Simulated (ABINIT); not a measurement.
# Quasiparticle gap of BaTiO3 (P4mm) in ABINIT, part 2 of 3

How does a plane-wave GW calculation on BaTiO3 (P4mm) run from the first input to the gap?

ABINIT 10.8.3; LDA and many-body steps on it, plane waves. Known limits of the many-body steps: not at the basis limit; no spin-orbit coupling; coarse k mesh.

So far. Step 2 (Ground state): The gap is indirect, with the least direct gap 0.37 eV higher.

### Step 3. Bands along the symmetry lines

Level of this step: DFT, LDA, plane waves, norm-conserving pseudopotentials (ABINIT).

Levels along a band path, at the cheap level, show where the edges lie and whether the meshes to come will hold them.

The input, run.abi:

```
acell 3*1.0 Angstrom
rprim 
  3.990480000000 0.000000000000 0.000000000000
  0.000000000000 3.990480000000 0.000000000000
  0.000000000000 0.000000000000 4.023030000000
ntypat 3
znucl 56 22 8
natom 5
typat 1 2 3 3 3
xred 
  0.000000000000 0.000000000000 0.000000000000
  0.500000000000 0.500000000000 0.522000000000
  0.500000000000 0.500000000000 0.979000000000
  0.500000000000 0.000000000000 0.488000000000
  0.000000000000 0.500000000000 0.488000000000
pp_dirpath "pseudos"
pseudos "Ba.upf, Ti.upf, O.upf"
ecut 38
iscf -2
irdden 1
kptopt 0
nkpt 75
kpt 
  0.00000000 0.00000000 0.00000000
  0.00000000 0.06250000 0.00000000
  0.00000000 0.12500000 0.00000000
  0.00000000 0.18750000 0.00000000
  0.00000000 0.25000000 0.00000000
  0.00000000 0.31250000 0.00000000
  0.00000000 0.37500000 0.00000000
  0.00000000 0.43750000 0.00000000
  0.00000000 0.50000000 0.00000000
  0.06250000 0.50000000 0.00000000
  0.12500000 0.50000000 0.00000000
  0.18750000 0.50000000 0.00000000
  0.25000000 0.50000000 0.00000000
  0.31250000 0.50000000 0.00000000
  0.37500000 0.50000000 0.00000000
  0.43750000 0.50000000 0.00000000
  0.50000000 0.50000000 0.00000000
  0.43750000 0.43750000 0.00000000
  0.37500000 0.37500000 0.00000000
  0.31250000 0.31250000 0.00000000
  0.25000000 0.25000000 0.00000000
  0.18750000 0.18750000 0.00000000
  0.12500000 0.12500000 0.00000000
  0.06250000 0.06250000 0.00000000
  0.00000000 0.00000000 0.00000000
  0.00000000 0.00000000 0.06250000
  0.00000000 0.00000000 0.12500000
  0.00000000 0.00000000 0.18750000
  0.00000000 0.00000000 0.25000000
  0.00000000 0.00000000 0.31250000
  0.00000000 0.00000000 0.37500000
  0.00000000 0.00000000 0.43750000
  0.00000000 0.00000000 0.50000000
  0.00000000 0.06250000 0.50000000
  0.00000000 0.12500000 0.50000000
  0.00000000 0.18750000 0.50000000
  0.00000000 0.25000000 0.50000000
  0.00000000 0.31250000 0.50000000
  0.00000000 0.37500000 0.50000000
  0.00000000 0.43750000 0.50000000
  0.00000000 0.50000000 0.50000000
  0.06250000 0.50000000 0.50000000
  0.12500000 0.50000000 0.50000000
  0.18750000 0.50000000 0.50000000
  0.25000000 0.50000000 0.50000000
  0.31250000 0.50000000 0.50000000
  0.37500000 0.50000000 0.50000000
  0.43750000 0.50000000 0.50000000
  0.50000000 0.50000000 0.50000000
  0.43750000 0.43750000 0.50000000
  0.37500000 0.37500000 0.50000000
  0.31250000 0.31250000 0.50000000
  0.25000000 0.25000000 0.50000000
  0.18750000 0.18750000 0.50000000
  0.12500000 0.12500000 0.50000000
  0.06250000 0.06250000 0.50000000
  0.00000000 0.00000000 0.50000000
  0.00000000 0.50000000 0.00000000
  0.00000000 0.50000000 0.06250000
  0.00000000 0.50000000 0.12500000
  0.00000000 0.50000000 0.18750000
  0.00000000 0.50000000 0.25000000
  0.00000000 0.50000000 0.31250000
  0.00000000 0.50000000 0.37500000
  0.00000000 0.50000000 0.43750000
  0.00000000 0.50000000 0.50000000
  0.50000000 0.50000000 0.00000000
  0.50000000 0.50000000 0.06250000
  0.50000000 0.50000000 0.12500000
  0.50000000 0.50000000 0.18750000
  0.50000000 0.50000000 0.25000000
  0.50000000 0.50000000 0.31250000
  0.50000000 0.50000000 0.37500000
  0.50000000 0.50000000 0.43750000
  0.50000000 0.50000000 0.50000000
istwfk *1
nband 31
nbdbuf 6
tolwfr 1e-07
nstep 50
prtwf 0
prtvol 0
indata_prefix "in"
outdata_prefix "out"
tmpdata_prefix "tmp"
```

Launch:

```
OMP_NUM_THREADS=1 mpirun -n 4 abinit run.abi > log
```

Numbers of over 12 decimals in the logs are rounded to 6 here.

The log of the run:

```text
.Version 10.8.3 of ABINIT. v10.8.2 released Aug 2026.

 Symmetries : space group P4 m m (# 99); Bravais tP (primitive tetrag.)
[... echo of the input left out ...]
== DATASET  1 ==================================================================
-   mpi_nproc: 4, omp_nthreads: 1 (-1 if OMP is not activated)

--- !DatasetInfo
iteration_state: {dtset: 1, }
dimensions: {natom: 5, nkpt: 75, mband: 31, nsppol: 1, nspinor: 1, nspden: 1, mpw: 4869, }
cutoff_energies: {ecut:  38.0, pawecutdg:  -1.0, }
electrons: {nelect:   4.00000000E+01, charge:   0.00000000E+00, occopt:   1.00000000E+00, tsmear:   1.00000000E-02, }

 Real(R)+Recip(G) space primitive vectors, cartesian coordinates (Bohr,Bohr^-1):
 R(1)=  7.5409143  0.0000000  0.0000000  G(1)=  0.1326099  0.0000000  0.0000000
 R(2)=  0.0000000  7.5409143  0.0000000  G(2)=  0.0000000  0.1326099  0.0000000
 R(3)=  0.0000000  0.0000000  7.6024249  G(3)=  0.0000000  0.0000000  0.1315370
 Unit cell volume ucvol=  4.3231485E+02 bohr^3
 Angles (23,13,12)=  9.00000000E+01  9.00000000E+01  9.00000000E+01 degrees

 getcut: wavevector=  0.0000  0.0000  0.0000  ngfft=  45  45  45
         ecut(hartree)=     38.000   => boxcut(ratio)=   2.08566

--- Pseudopotential description ------------------------------------------------
- Ba Generated using ONCVPSP code by D. R. Hamann
- 56.00000  10.00000  180309                  znucl, zion, pspdat
12 -1012 2 -1 1912                            pspcod,pspxc,lmax,lloc,mmax
     nproj     2     2     2
  pspatm : epsatm=   25.95172157
         --- l  ekb(1:nproj) -->
             0    6.668455    0.685657
             1    5.046948    0.410312
             2    2.551809    0.419281
 pspatm: atomic psp has been read  and splines computed

- Ti Generated using ONCVPSP code by D. R. Hamann
- 22.00000  12.00000  180309                  znucl, zion, pspdat
12 -1012 2 -1 1568                            pspcod,pspxc,lmax,lloc,mmax
     nproj     2     2     2
  pspatm : epsatm=   14.84363209
         --- l  ekb(1:nproj) -->
[...]
pspatm: atomic psp has been read  and splines computed

- O Generated using ONCVPSP code by D. R. Hamann
-  8.00000   6.00000  201201                  znucl, zion, pspdat
12 -1012 2 -1 926                             pspcod,pspxc,lmax,lloc,mmax
     nproj     2     2     1
  pspatm : epsatm=    6.27558587
         --- l  ekb(1:nproj) -->
[...]
2   -1.033686
 pspatm: atomic psp has been read  and splines computed

--------------------------------------------------------------------------------

================================================================================
 prteigrs : about to open file out_EIG
 Non-SCF case, kpt    1 (  0.00000  0.00000  0.00000), residuals and eigenvalues=
  6.40E-08  4.04E-08  2.29E-08  5.95E-08  5.93E-08  3.11E-08  8.30E-08  6.96E-08
[...]
2.2738E-01  2.3378E-01  3.8929E-01  3.8982E-01  3.8982E-01  4.6960E-01
  4.7916E-01  4.7916E-01  5.1831E-01  5.2952E-01  6.1044E-01  6.1342E-01
  6.8574E-01

--- !ResultsGS
iteration_state: {dtset: 1, }
comment   : Summary of ground state results
lattice_vectors:
- [  7.5409143,   0.0000000,   0.0000000, ]
- [  0.0000000,   7.5409143,   0.0000000, ]
- [  0.0000000,   0.0000000,   7.6024249, ]
lattice_lengths: [   7.54091,    7.54091,    7.60242, ]
lattice_angles: [ 90.000,  90.000,  90.000, ] # degrees, (23, 13, 12)
lattice_volume:   4.3231485E+02
convergence: {deltae:  0.000E+00, res2:  0.000E+00, residm:  9.976E-08, diffor:  0.000E+00, }
etotal    :  -1.37396662E+02
entropy   :   0.00000000E+00
fermie    :   2.33784656E-01
cartesian_stress_tensor: null
pressure_GPa: null
xred      :
- [  0.0000E+00,   0.0000E+00,   0.0000E+00, Ba]
- [  5.0000E-01,   5.0000E-01,   5.2200E-01, Ti]
- [  5.0000E-01,   5.0000E-01,   9.7900E-01,  O]
- [  5.0000E-01,   0.0000E+00,   4.8800E-01,  O]
- [  0.0000E+00,   5.0000E-01,   4.8800E-01,  O]
cartesian_forces: null
force_length_stats: {min: null, max: null, mean: null, }

 Integrated electronic density in atomic spheres:
 ------------------------------------------------
 Atom  Sphere_radius  Integrated_density
[...]
================================================================================

 ----iterations are completed or convergence reached----

 Mean square residual over all n,k,spin=   49.321E-09; max=  99.758E-09
 reduced coordinates (array xred) for    5 atoms
[...]
0.500000000000      0.000000000000      0.488000000000
       0.000000000000      0.500000000000      0.488000000000

 cartesian coordinates (angstrom) at end:
    1      0.000000     0.000000     0.000000
    2      1.995240     1.995240     2.100022
    3      1.995240     1.995240     3.938546
    4      1.995240     0.000000     1.963239
    5      0.000000     1.995240     1.963239
 length scales=  1.889726125908  1.889726125908  1.889726125908 bohr
              =  1.000000000000  1.000000000000  1.000000000000 angstroms
 prteigrs : about to open file out_EIG
 Eigenvalues (hartree) for nkpt=  75  k points:
 kpt#   1, nband= 31, wtk=  1.00000, kpt=  0.0000  0.0000  0.0000 (reduced coord)
[...]
kpt#   2, nband= 31, wtk=  1.00000, kpt=  0.0000  0.0625  0.0000 (reduced coord)
[...]
kpt#   3, nband= 31, wtk=  1.00000, kpt=  0.0000  0.1250  0.0000 (reduced coord)
[...]
kpt#  74, nband= 31, wtk=  1.00000, kpt=  0.5000  0.5000  0.4375 (reduced coord)
[...]
0.48276    0.48276    0.51832    0.52698    0.60458    0.61423    0.68660
 kpt#  75, nband= 31, wtk=  1.00000, kpt=  0.5000  0.5000  0.5000 (reduced coord)
[...]
-0.15967   -0.15967   -0.15742    0.06630    0.09069    0.09346    0.14166    0.14166
   0.14426    0.22738    0.22738    0.23378    0.38929    0.38982    0.38982    0.46960
   0.47916    0.47916    0.51831    0.52952    0.61044    0.61342    0.68574

== END DATASET(S) ==============================================================
================================================================================

 -outvars: echo values of variables after computation  --------
            nband          31
             nkpt          75
          spgroup          99
 [... the other variables as echoed above ...]

 Calculation completed.
```

It took 47 s on 4 MPI ranks of Arm Neoverse V2, shared host; peak memory 0.44 GiB.

This step gave:

- gap: 1.765 eV
- k of the valence top: 0.5, 0.5, 0.5
- k of the conduction bottom: 0, 0, 0
- least direct gap: 2.138 eV

The gap is 1.765 eV, as in the run before at this level.

The electronic bands at the labelled points (eV, zero at the top of the highest filled band):

```
    point  band 17  band 18  band 19  band 20  band 21  band 22  band 23  band 24
        Γ    -1.20    -0.44    -0.37    -0.37     1.77     2.14     2.14     4.16
        X    -1.87    -1.70    -1.14    -0.97     2.27     3.54     3.61     4.27
        M    -1.84    -1.08    -1.08    -0.07     3.64     3.64     3.99     4.78
        Γ    -1.20    -0.44    -0.37    -0.37     1.77     2.14     2.14     4.16
        Z    -2.02    -1.98    -0.72    -0.72     1.92     3.65     3.65     4.16
        R    -1.76    -0.92    -0.90    -0.25     3.58     3.67     3.99     5.00
        A    -2.44    -0.17    -0.17     0.00     4.23     4.25     4.25     6.42
        Z    -2.02    -1.98    -0.72    -0.72     1.92     3.65     3.65     4.16
jump to X    -1.87    -1.70    -1.14    -0.97     2.27     3.54     3.61     4.27
        R    -1.76    -0.92    -0.90    -0.25     3.58     3.67     3.99     5.00
jump to M    -1.84    -1.08    -1.08    -0.07     3.64     3.64     3.99     4.78
        A    -2.44    -0.17    -0.17     0.00     4.23     4.25     4.25     6.42
```

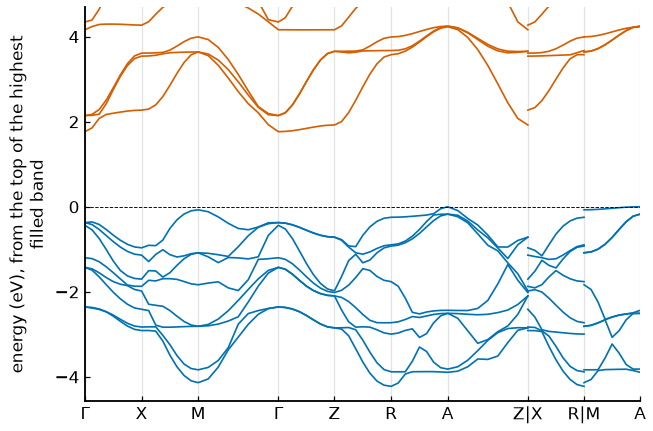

Electronic bands along the path; lines of filled and empty bands in two colours.

### Step 4. Empty states on the mesh, 2×2×2 mesh, 132 bands

The sums over transitions need many empty states on a uniform mesh; this step solves for them.

The input, run.abi:

```
acell 3*1.0 Angstrom
rprim 
  3.990480000000 0.000000000000 0.000000000000
  0.000000000000 3.990480000000 0.000000000000
  0.000000000000 0.000000000000 4.023030000000
ntypat 3
znucl 56 22 8
natom 5
typat 1 2 3 3 3
xred 
  0.000000000000 0.000000000000 0.000000000000
  0.500000000000 0.500000000000 0.522000000000
  0.500000000000 0.500000000000 0.979000000000
  0.500000000000 0.000000000000 0.488000000000
  0.000000000000 0.500000000000 0.488000000000
pp_dirpath "pseudos"
pseudos "Ba.upf, Ti.upf, O.upf"
ecut 38
ngkpt 2 2 2
nshiftk 1
shiftk 0 0 0
kptopt 1
chksymbreak 0
iscf -2
irdden 1
istwfk *1
nband 132
nbdbuf 12
tolwfr 1e-09
nstep 60
prtvol 0
indata_prefix "in"
outdata_prefix "out"
tmpdata_prefix "tmp"
```

The log of the run:

```text
.Version 10.8.3 of ABINIT. v10.8.2 released Aug 2026.

 Symmetries : space group P4 m m (# 99); Bravais tP (primitive tetrag.)
[... echo of the input left out ...]
== DATASET  1 ==================================================================
-   mpi_nproc: 4, omp_nthreads: 1 (-1 if OMP is not activated)

--- !DatasetInfo
iteration_state: {dtset: 1, }
dimensions: {natom: 5, nkpt: 6, mband: 132, nsppol: 1, nspinor: 1, nspden: 1, mpw: 4868, }
cutoff_energies: {ecut:  38.0, pawecutdg:  -1.0, }
electrons: {nelect:   4.00000000E+01, charge:   0.00000000E+00, occopt:   1.00000000E+00, tsmear:   1.00000000E-02, }

 Real(R)+Recip(G) space primitive vectors, cartesian coordinates (Bohr,Bohr^-1):
 R(1)=  7.5409143  0.0000000  0.0000000  G(1)=  0.1326099  0.0000000  0.0000000
 R(2)=  0.0000000  7.5409143  0.0000000  G(2)=  0.0000000  0.1326099  0.0000000
 R(3)=  0.0000000  0.0000000  7.6024249  G(3)=  0.0000000  0.0000000  0.1315370
 Unit cell volume ucvol=  4.3231485E+02 bohr^3
 Angles (23,13,12)=  9.00000000E+01  9.00000000E+01  9.00000000E+01 degrees

 getcut: wavevector=  0.0000  0.0000  0.0000  ngfft=  45  45  45
         ecut(hartree)=     38.000   => boxcut(ratio)=   2.08566

--- Pseudopotential description ------------------------------------------------
- Ba Generated using ONCVPSP code by D. R. Hamann
- 56.00000  10.00000  180309                  znucl, zion, pspdat
12 -1012 2 -1 1912                            pspcod,pspxc,lmax,lloc,mmax
     nproj     2     2     2
  pspatm : epsatm=   25.95172157
         --- l  ekb(1:nproj) -->
             0    6.668455    0.685657
             1    5.046948    0.410312
             2    2.551809    0.419281
 pspatm: atomic psp has been read  and splines computed

- Ti Generated using ONCVPSP code by D. R. Hamann
- 22.00000  12.00000  180309                  znucl, zion, pspdat
12 -1012 2 -1 1568                            pspcod,pspxc,lmax,lloc,mmax
     nproj     2     2     2
  pspatm : epsatm=   14.84363209
         --- l  ekb(1:nproj) -->
[...]
pspatm: atomic psp has been read  and splines computed

- O Generated using ONCVPSP code by D. R. Hamann
-  8.00000   6.00000  201201                  znucl, zion, pspdat
12 -1012 2 -1 926                             pspcod,pspxc,lmax,lloc,mmax
     nproj     2     2     1
  pspatm : epsatm=    6.27558587
         --- l  ekb(1:nproj) -->
[...]
2   -1.033686
 pspatm: atomic psp has been read  and splines computed

--------------------------------------------------------------------------------

================================================================================
 prteigrs : about to open file out_EIG
 Non-SCF case, kpt    1 (  0.00000  0.00000  0.00000), residuals and eigenvalues=
  5.14E-10  1.58E-10  1.65E-10  8.47E-10  5.58E-10  1.65E-10  1.29E-10  2.60E-10
  1.07E-10  2.97E-10  1.70E-10  2.38E-10  1.14E-10  3.72E-10  2.52E-10  3.62E-10
  4.26E-10  2.18E-10  1.22E-10  3.49E-10  2.39E-10  1.22E-10  1.45E-10  1.05E-10
[...]
1.11E-04  4.30E-05  1.36E-04  7.17E-04
 -1.8192E+00 -9.6036E-01 -9.5763E-01 -9.5763E-01 -6.7771E-01 -3.7675E-01
 -3.5242E-01 -3.4810E-01 -1.3141E-01 -1.3141E-01 -1.3141E-01  1.4637E-01
  1.4716E-01  1.4716E-01  1.8139E-01  1.8139E-01  1.8969E-01  2.1771E-01
[...]
2.8358E+00  2.8395E+00  2.8687E+00  2.8735E+00  2.8994E+00  2.8994E+00
  2.9452E+00  2.9498E+00  2.9501E+00  2.9579E+00  2.9694E+00  2.9752E+00
 prteigrs : prtvol=0 or 1, do not print more k-points.

--- !ResultsGS
iteration_state: {dtset: 1, }
comment   : Summary of ground state results
lattice_vectors:
- [  7.5409143,   0.0000000,   0.0000000, ]
- [  0.0000000,   7.5409143,   0.0000000, ]
- [  0.0000000,   0.0000000,   7.6024249, ]
lattice_lengths: [   7.54091,    7.54091,    7.60242, ]
lattice_angles: [ 90.000,  90.000,  90.000, ] # degrees, (23, 13, 12)
lattice_volume:   4.3231485E+02
convergence: {deltae:  0.000E+00, res2:  0.000E+00, residm:  9.860E-10, diffor:  0.000E+00, }
etotal    :  -1.37396662E+02
entropy   :   0.00000000E+00
fermie    :   2.33784656E-01
cartesian_stress_tensor: null
pressure_GPa: null
xred      :
- [  0.0000E+00,   0.0000E+00,   0.0000E+00, Ba]
- [  5.0000E-01,   5.0000E-01,   5.2200E-01, Ti]
- [  5.0000E-01,   5.0000E-01,   9.7900E-01,  O]
- [  5.0000E-01,   0.0000E+00,   4.8800E-01,  O]
- [  0.0000E+00,   5.0000E-01,   4.8800E-01,  O]
cartesian_forces: null
force_length_stats: {min: null, max: null, mean: null, }

 Integrated electronic density in atomic spheres:
 ------------------------------------------------
 Atom  Sphere_radius  Integrated_density
[...]
================================================================================

 ----iterations are completed or convergence reached----

 Mean square residual over all n,k,spin=   35.938E-11; max=  98.598E-11
 reduced coordinates (array xred) for    5 atoms
[...]
0.500000000000      0.000000000000      0.488000000000
       0.000000000000      0.500000000000      0.488000000000

 cartesian coordinates (angstrom) at end:
    1      0.000000     0.000000     0.000000
    2      1.995240     1.995240     2.100022
    3      1.995240     1.995240     3.938546
    4      1.995240     0.000000     1.963239
    5      0.000000     1.995240     1.963239
 length scales=  1.889726125908  1.889726125908  1.889726125908 bohr
              =  1.000000000000  1.000000000000  1.000000000000 angstroms
 prteigrs : about to open file out_EIG
 Eigenvalues (hartree) for nkpt=   6  k points:
 kpt#   1, nband=132, wtk=  0.12500, kpt=  0.0000  0.0000  0.0000 (reduced coord)
[...]
2.72389    2.72827    2.72827    2.74558    2.74816    2.75000    2.83362    2.83362
   2.83576    2.83945    2.86869    2.87348    2.89940    2.89940    2.94525    2.94976
   2.95012    2.95788    2.96944    2.97523
 prteigrs : prtvol=0 or 1, do not print more k-points.

== END DATASET(S) ==============================================================
================================================================================

 -outvars: echo values of variables after computation  --------
            nband         132
             nkpt           6
          spgroup          99
 [... the other variables as echoed above ...]

 Calculation completed.
```

Run time: 38 s. Hardware: 4 MPI ranks; peak memory 0.34 GiB.

This step gave:

* gap: 1.765 eV
* k of the valence top: 0.5, 0.5, 0.5
* k of the conduction bottom: 0, 0, 0
* least direct gap: 2.138 eV
* k points computed: 6
* lowest point of the top converged band, above the valence top: 68.1300 eV

On this mesh the gap is 1.765 eV.

(Continued in part 3 of 3.)

[Paths, hosts, dates, memory and timing lines, banners, echoed tables and standing remarks are left out of the program output.]

[Logs are printed without paths, hosts, clocks, repeated set-up lines and the standing remarks that a program may print on its own settings, such as how far it seeks lower states.]

[Runs of the session that timed out or met a known fault of the program may be left out.]

[Hosts, paths, dates, database ids (printed as entryN), source tags and the programs' standing remarks are cut or masked in the printed files.]

[G0W0 gaps are taken among the corrected bands and points alone; a level outside them can change the order at an edge.]

[Where Ansatz stands beside ABINIT at settings called matched, ABINIT's density can come from a denser mesh and the files from another edition; pairs whose starting gaps differed by over 0.03 eV were left out, so agreement reads better than it is.]
